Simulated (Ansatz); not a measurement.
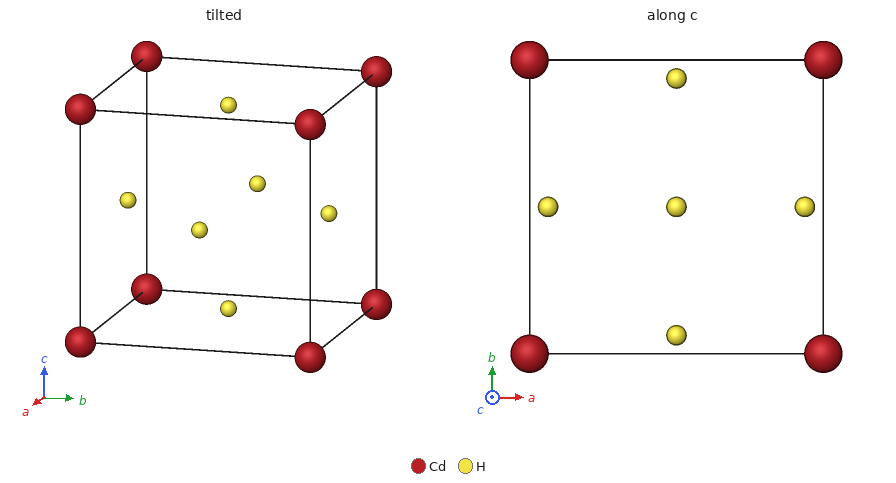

Crystal structure, ball-and-stick style, seen slightly off an axis and along the c axis. Atoms at the boundary of the conventional unit cell (the box) are drawn once for each face, edge or corner they touch. Cell: a = 5.97 Å, b = 5.97 Å, c = 5.97 Å, α = 90.00°, β = 90.00°, γ = 90.00°.

The structure was taken from a structure type filled with these elements by a generator (whether the compound takes this form wasn't checked). Earlier steps of the study, as a rule a relaxation of our own, may have changed the cell and positions, so they can lie some per cent off the listed ones. A calculation with Ansatz used it as input.

**Describe the crystal.**

The material is CdH$_{6}$. Symmetry: Pm-3m (No. 221), primitive cubic lattice. In the cell are 1 Cd, 6 H, which makes 1 formula unit. Each H has one H at about 0.8 Å. The bonds build separate H2 groups; Cd atoms get no bond from the drawing's distance rule.

Computed with DFT PBE, scalar-relativistic, plane waves, PAW in Ansatz. Settings: E_cut = 420 eV, a 4×4×4 k-point mesh, Gaussian smearing of 0.02 eV, no spin polarisation.

**Metal or not?**

An insulator at this level, with a gap of 3.77 eV, direct.

**State the Bader charges by element.**

Cd +0.04 e; H -0.01 e.

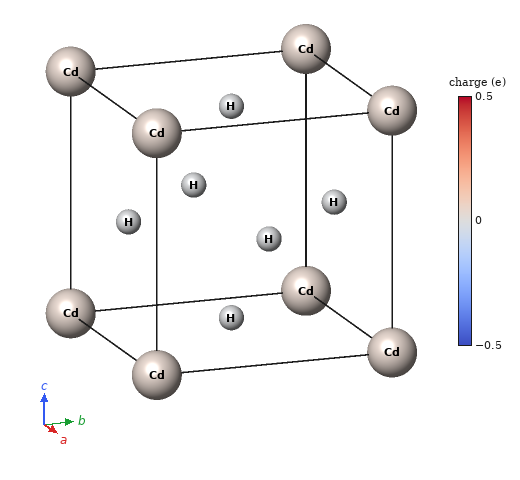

The atoms coloured by those charges. The run's cell of 7 atoms is drawn.

**Has the structure come to rest?**

Yes. All forces vanish to within 0.01 eV/Å. The pressure is 0.0 GPa, close to zero.
